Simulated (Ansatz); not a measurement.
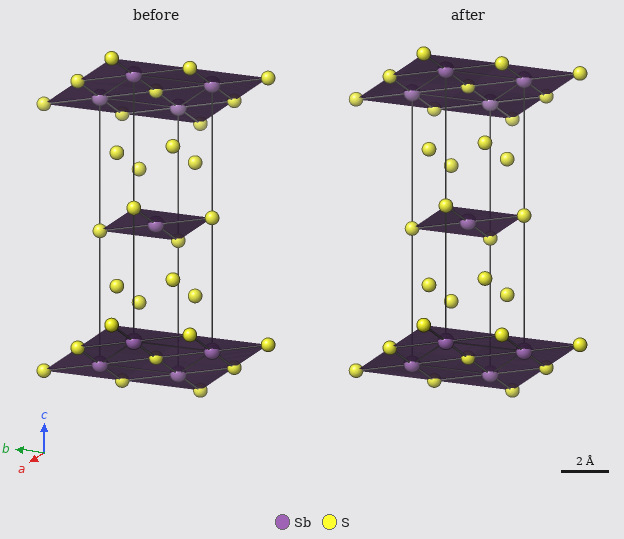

The structure of crystalline SbS3 (built on the TiAl3 (D0_22)_139 type) before (left) and after (right) a relaxation, at one scale.

Style: polyhedral. Shown: the conventional cell (2 times the calculation's cell), from a free direction. Lengths and directions refer to the drawn axes.

Case: TiAl3 (D0_22) type (I4/mmm, No. 139).

Computed with DFT PBE, scalar-relativistic, plane waves, PAW (Ansatz). Settings: plane-wave cutoff 420 eV; k-point mesh 18 × 18 × 18; occupations gaussian; smearing width 0.1 eV; no spin polarisation; cell and atoms relaxed; force threshold 0.01 eV/Å; at most 80 steps.

### Describe what moved and what it gained.

No atom moves by more than 0.005 Å relative to the cell. The volume changes by +1.5 %, with a = b 3.701 → 3.697 Å (−0.1 %), c 12.105 → 12.315 Å (+1.7 %). The space group stays I4/mmm (No. 139). Over 3 accepted moves (4 points after the start) the energy falls by 1.0 meV per atom. All forces vanish by symmetry, so only the cell relaxes. Pressure: 0.23 GPa at the start and 0.00 GPa at the end. The SCF was repeated once at an unchanged geometry on a basis and grid sized afresh for the cell, which shifted the energy by less than 0.05 meV per atom at most.
